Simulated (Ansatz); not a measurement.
# Calculations on Y

### Relaxation

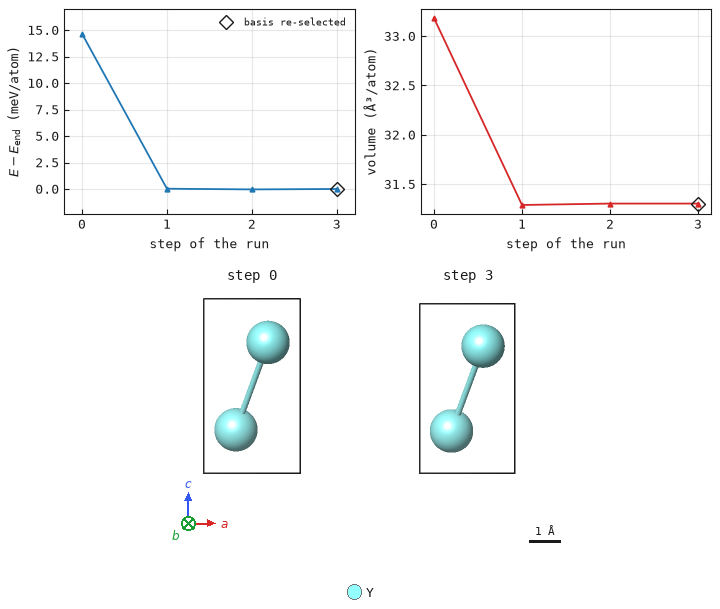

First and last geometry of a relaxation of solid Y (set up in P6_3/mmc), with the history of the run. A ball-and-stick model of the cell of the calculation, seen along the b axis.

Method: Ansatz, DFT PBEsol, scalar-relativistic, plane waves, PAW. Set-up: plane-wave cutoff 420 eV; k-point mesh 12 × 12 × 8; occupations gaussian; smearing width 0.1 eV; no spin polarisation; cell and atoms relaxed; force threshold 0.005 eV/Å; at most 80 steps.

**What do the curves and the structures tell?**

It converged. No atom moves by more than 0.005 Å relative to the cell. The volume changes by −5.7 %, with a = b 3.651 → 3.598 Å (−1.5 %), c 5.747 → 5.586 Å (−2.8 %). Some distances before and after: Y–Y 3.564 → 3.481 Å, Y–Y 3.651 → 3.598 Å. The space group stays P6_3/mmc (No. 194). The energy falls by 14.7 meV per atom in 2 accepted moves (3 points after the start). All forces vanish by symmetry, so only the cell relaxes. The pressure goes from −2.27 to 0.01 GPa. At 1 point the geometry stayed and the basis and grid were re-selected for the new cell (energy shift of less than 0.05 meV per atom at most each time). Cost: 26 s on 1 thread of Intel(R) Xeon(R) Platinum 8375C CPU @ 2.90GHz (Ice Lake), with other jobs on the host, peak memory 0.45 GiB.

### A change

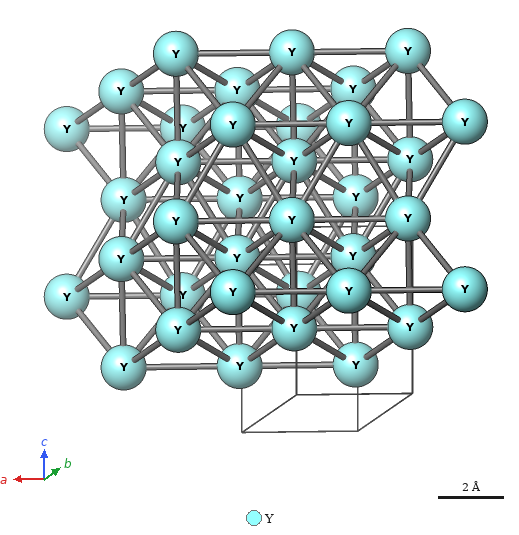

This is crystalline Y (set up in P6_3/mmc). The picture is a ball-and-stick view of the cell of the calculation, repeated 3 × 3 × 2 with one cell outlined, seen from a free direction.

The calculation used DFT PBEsol, scalar-relativistic, plane waves, PAW (Ansatz 0.2.0). (plane-wave cutoff 420 eV; k-point mesh 18 × 18 × 10; occupations gaussian; smearing width 0.1 eV; no spin polarisation)

Now this is done to it. Shear of c along a, +4.0 %, is applied. The cell is then held and the atoms relaxed.

Question: Predict the response.

Answer: It costs 4.2 meV per atom. The pressure goes from 0.0 to 0.0 GPa. The principal stresses (compression positive) are 1.1 GPa along [3 0 −2], −1.0 GPa along [3 0 2], none along the third axis. The drawn cell changes at constant volume: a = b unchanged at 3.598 Å, c 5.586 → 5.590 Å (+0.1 %), α 90.0° → 91.1°, β 90.0° → 87.7°. The largest moves relative to the cell, 0.005 Å, are those of Y atoms. Among the bonded contacts that change: Y–Y 3.481 → 3.427 to 3.543 Å. The space group (tolerance 0.01 Å) goes from P6_3/mmc (No. 194) to C2/c (No. 15).

Drawn alike, the variant:

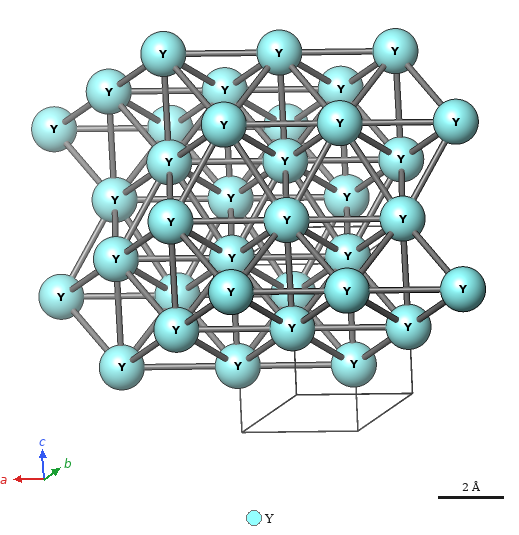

### Series

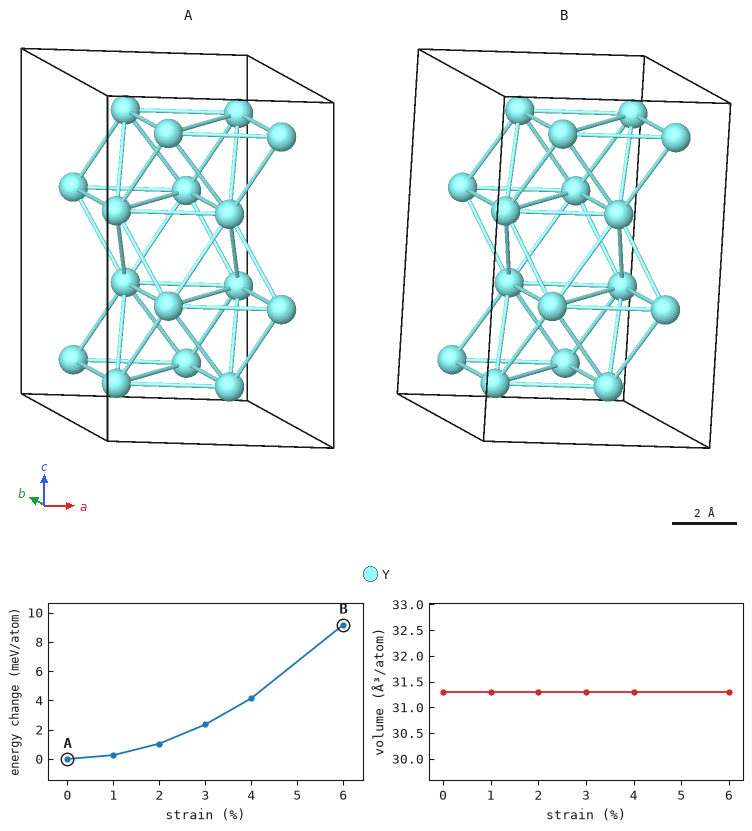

Members of a series of calculations on solid Y (set up in P6_3/mmc), marked on the first curve. The picture is a ball-and-stick view of the cell of the calculation, repeated to show the pattern, seen slightly off an axis.

Computed with DFT PBEsol, scalar-relativistic, plane waves, PAW (Ansatz). (plane-wave cutoff 420 eV; k-point mesh 18 × 18 × 10; occupations gaussian; smearing width 0.1 eV; no spin polarisation)

Describe the series.

Shear of c along a, cell held, atoms relaxed. A (strain 0.0 %): energy change 0.0 meV/atom, volume 31.30 Å³ per atom. B (strain 6.0 %): energy change 9.2 meV/atom, volume 31.30 Å³ per atom. The rest compares A with B. The drawn cell changes at constant volume: a = b unchanged at 7.195 Å, c 11.172 → 11.192 Å (+0.2 %), α 90.0° → 91.7°, β 90.0° → 86.6°. Some distances before and after: Y–Y 3.481 → 3.404 to 3.576 Å.

### Scan

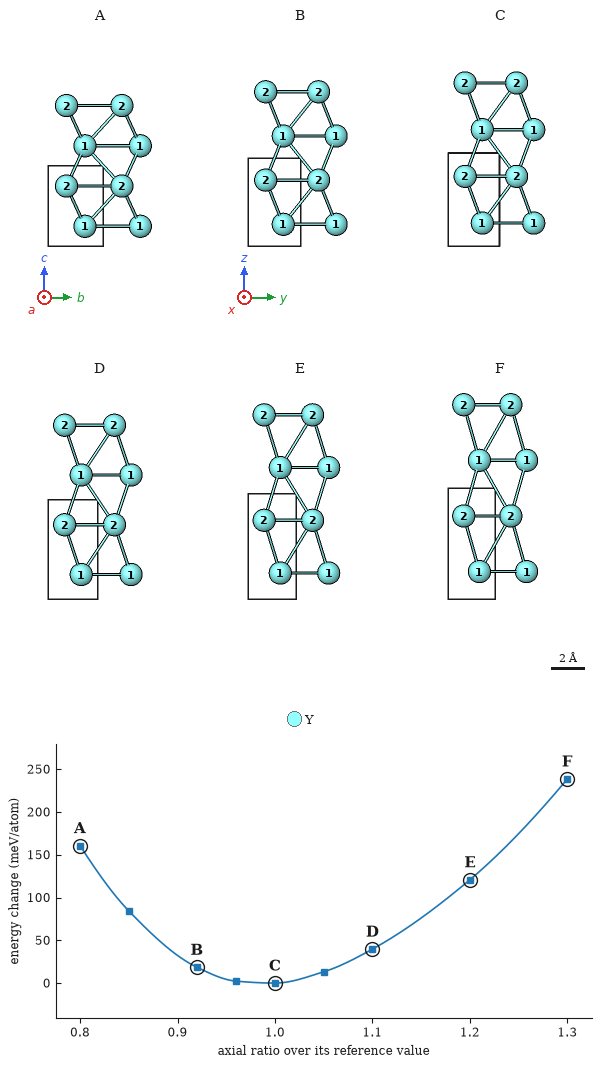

Energy scan for crystalline Y (P6_3/mmc), in which the ratio of the cell's length along z to its lengths across, counted as 1 for the reference, is changed at fixed volume (a c/a path), with the atoms kept at their fractional coordinates. x, y and z are the Cartesian axes of the input. The lettered frames are marked on the plot. The picture is a ball-and-stick view of the cell of the calculation, repeated 2 × 2 × 2 with one cell outlined, seen along the a axis.

The calculation used DFT PBEsol, scalar-relativistic, plane waves, PAW (Ansatz 0.2.0). (plane-wave cutoff 420 eV; k-point mesh 18 × 18 × 10; occupations gaussian; smearing width 0.15 eV; no spin polarisation). Energies (free energies at the smearing named) are counted from the cell as listed in its source, which wasn't relaxed.

> What does the scan show?

Of the computed points the lowest is at the relative ratio 1.00, 0.0 meV/atom. The end points stand at 160.7 meV/atom (0.80) and 238.5 meV/atom (1.30). The unrelaxed reference is under a pressure of −2.2 GPa. The distortion keeps the space group P6_3/mmc. At the relative ratio 1.30 the cell of the drawing goes a 3.651 → 3.346 Å, b 3.651 → 3.346 Å, c 5.747 → 6.846 Å.
